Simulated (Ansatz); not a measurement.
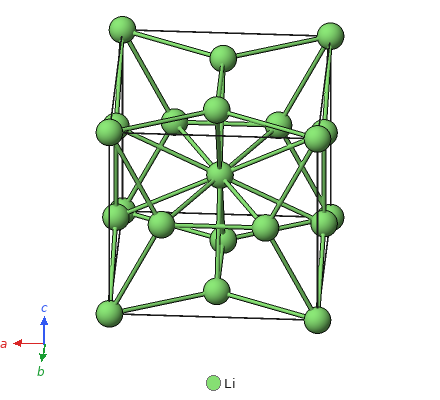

Li (Pm-3n, No. 223): the end point of a relaxation with DFT r2SCAN, scalar-relativistic, plane waves, PAW (Ansatz 0.2.0); the starting structure was generated, so it need not be a known form of this composition.

Space group Pm-3n (No. 223). a = 5.519 Å, b = 5.519 Å, c = 5.519 Å, α = 90.00°, β = 90.00°, γ = 90.00°
| atom | site | symmetry | x | y | z |
| --- | --- | --- | --- | --- | --- |
| Li | 2a | m-3. | 0.5000 | 0.5000 | 0.5000 |
| Li | 6c | -4m.2 | 0.2500 | 0.0000 | 0.5000 |

Q: What will a map of the projected electrostatic potential along [111] show? Computed as the sum of neutral-atom potentials (tabulated electron scattering factors, B = 0.5 Å²) projected along the beam and smoothed by 0.25 Å; brighter is more positive.

A: The columns repeat on a hexagonal net with a repeat of 4.51 Å (plane group p6mm). The brightest columns hold 2 Li per repeat; in falling brightness follow 1 Li (about 50 %). Brightness is counted from the darkest point of the image. The shortest distance between visible columns is 1.13 Å in projection (between Li columns). Along the beam the structure repeats every 9.56 Å.

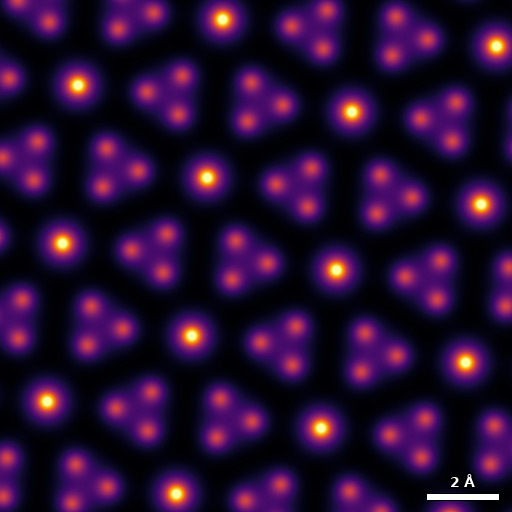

The simulated image.

Q: What mean inner potential do neutral atoms give for this crystal?

A: About 7 V (the sum of the forward scattering factors over the cell volume; bonding usually lowers the true value).
